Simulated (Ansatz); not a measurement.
**Mg16O15 (cell charge +1, with a compensating background) (cell with a defect): density, localisation and related maps**

Input

```
crystal:
  lattice:
    - [4.2535896552, 4.2535896552, 4.2535896552]
    - [4.2535896552, -4.2535896552, -4.2535896552]
    - [-4.2535896552, 4.2535896552, -4.2535896552]
  atoms:
    - { symbol: Mg, position: [0.7511702896, -0.0002983363, 0.2525678733], spin: 0.167 }
    - { symbol: Mg, position: [0.0005229749, -0.0003129715, 0.0003782379] }
    - { symbol: Mg, position: [0.7522840193, 0.7501651197, 0.5027799733], spin: 0.167 }
    - { symbol: Mg, position: [0.2504213534, -0.0003329165, 0.7502358327] }
    - { symbol: Mg, position: [0.000631673, 0.7497449283, 0.2504057783] }
    - { symbol: Mg, position: [0.5049664368, 0.0018520322, 0.5026780236], spin: 0.167 }
    - { symbol: Mg, position: [0.2552130857, 0.753239871, 0.0020437871], spin: 0.167 }
    - { symbol: Mg, position: [0.7507546714, 0.4997835835, 0.7506598092] }
    - { symbol: Mg, position: [0.0004626957, 0.4996915981, 0.5003478493] }
    - { symbol: Mg, position: [0.5004812508, 0.7495607917, 0.7503050942] }
    - { symbol: Mg, position: [0.7503659893, 0.2494865286, 0.0003945769] }
    - { symbol: Mg, position: [0.2438366173, 0.4945208814, 0.2436338377], spin: 0.167 }
    - { symbol: Mg, position: [0.5007206271, 0.4963264001, 0.0023016168], spin: 0.167 }
    - { symbol: Mg, position: [0.000620345, 0.2497818613, 0.7503730184] }
    - { symbol: Mg, position: [0.2506982788, 0.2498573031, 0.5004277144] }
    - { symbol: Mg, position: [0.5005269543, 0.2497490236, 0.2505167657] }
    - { symbol: O, position: [0.7511489246, 0.7497101571, -0.0002985429] }
    - { symbol: O, position: [0.5004369829, 0.4990491093, 0.5010027561] }
    - { symbol: O, position: [0.000520626, 0.7497349796, 0.7504109789] }
    - { symbol: O, position: [0.7511160581, 0.4990341387, 0.2503606997] }
    - { symbol: O, position: [0.2498191362, 0.7497100084, 0.5010186343] }
    - { symbol: O, position: [-0.0007797255, 0.4991143004, -0.0002753745] }
    - { symbol: O, position: [0.5005141049, 0.2497214312, 0.7503850469] }
    - { symbol: O, position: [0.7511362709, 0.251067998, 0.5010462467] }
    - { symbol: O, position: [0.2498286586, 0.4990557134, 0.7490461386] }
    - { symbol: O, position: [0.5005240808, 0.0003689498, -0.0002627115] }
    - { symbol: O, position: [0.0004294889, 0.249681522, 0.2503882051] }
    - { symbol: O, position: [0.2497614077, 0.248338124, -0.0003199487] }
    - { symbol: O, position: [0.7511119952, 0.0003573941, 0.7516738359] }
    - { symbol: O, position: [0.0018230374, 0.0003680457, 0.5010370751] }
    - { symbol: O, position: [0.2498197892, 0.0003588619, 0.2503893991] }
  host:
    lattice:
      - [0.0, 2.1267948276, 2.1267948276]
      - [2.1267948276, 0.0, 2.1267948276]
      - [2.1267948276, 2.1267948276, 0.0]
    atoms:
      - { symbol: Mg, position: [0.0, 0.0, 0.0] }
      - { symbol: O, position: [0.5, 0.5, 0.5] }
total_charge: 1
basis:
  ecutwfc: 420
  xc_grid: 2
kpoints:
  mp_grid: { grid: [2, 2, 2], shift: [0.5, 0.5, 0.5] }
hamiltonian:
  xc: pbe
scf:
  occupations: { method: gaussian, width: 0.01 }
output:
  forces: true
  stress: false
  eigenvalues: true
  populations: true
  charged_corrections:
    defect_position: [0.5, 0.75, 0.25]
    epsilon: [[11.1915, 0.0, 0.0], [0.0, 11.1915, 0.0], [0.0, 0.0, 11.1915]]
  write_density: true
  write_potential: true
  elf: true
  volumetric_format: npy
magnetization:
  spin_polarized: true
relax:
  adjacent_minimum: "off"
  f_tol: 0.025
  max_steps: 45
```

Command:

```sh
ansatz run input.yaml --threads 4 --pin off --max-ram 10240MiB --backend cpu --events-out ev --progress --plain --runs-dir out
```

The fields are those of the run's last geometry, not of the input's.

Spin-polarised.

Theory: Ansatz 0.2.0, DFT PBE, scalar-relativistic, plane waves, PAW.

In a PAW calculation such maps are meaningful between the atoms, not at the nuclei.

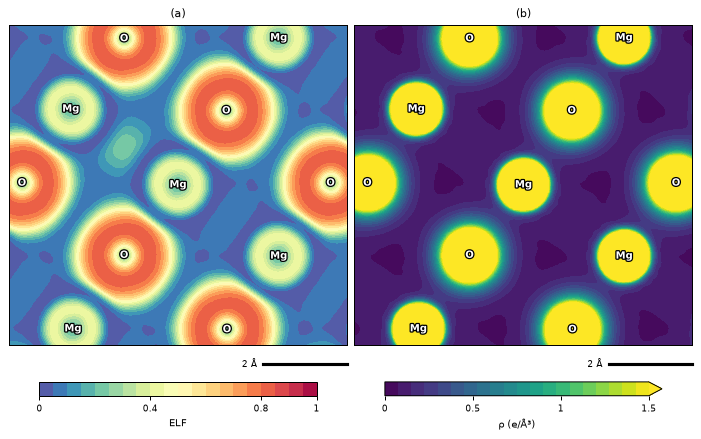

Figure 1. (a) electron localisation function; (b) valence charge density (pseudo) on the (010) plane of the calculation cell.

> Read the bonding off the picture.

- The plane passes through Mg and O nuclei.
- Mg–O (2.11 Å): ρ is about 0.33 e/Å³ halfway; the ELF peaks at about 0.85 in the valence shell of O, 0.6 Å from its nucleus, and is about 0.30 at the midpoint: a largely ionic contact.
- Between the atoms the lowest density in this plane is 0.06 e/Å³.

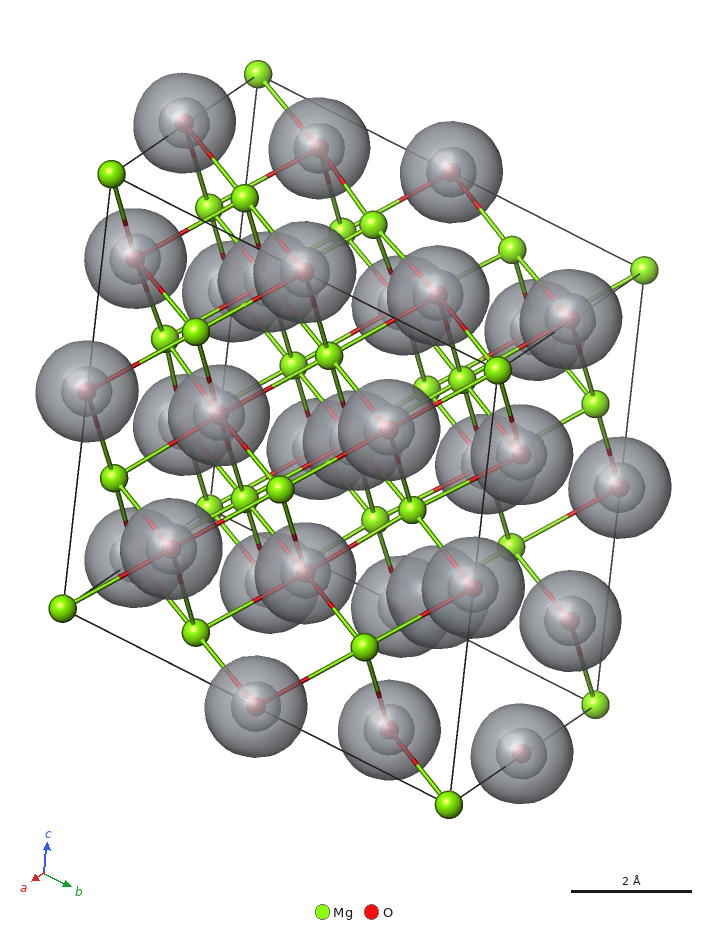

Figure 2. Isosurface of the ELF at 0.75 (grey), seen slightly off an axis. Core shells and regions of very low density are left out. Sticks mark near contacts.

> Identify the bonds, lone pairs and shells in this picture.

The ELF exceeds this value in 15 regions wrapped around O (the valence shell of each) and one pocket between the atoms, centred on no nucleus (multi-centre or interstitial), counted in one cell of 31 atoms. Any copies at cell faces, edges or corners count once. Along the contacts the grid gives the following. Mg–O (2.04 Å): the ELF peaks at about 0.85 in the valence shell of O, 0.6 Å from its nucleus, and is about 0.35 at the midpoint; a closed-shell, largely ionic contact.

> Does the calculation give a band gap?

It is gapped, with a Kohn–Sham gap of 1.5 eV on the k-point mesh, an upper bound to the gap of this method.
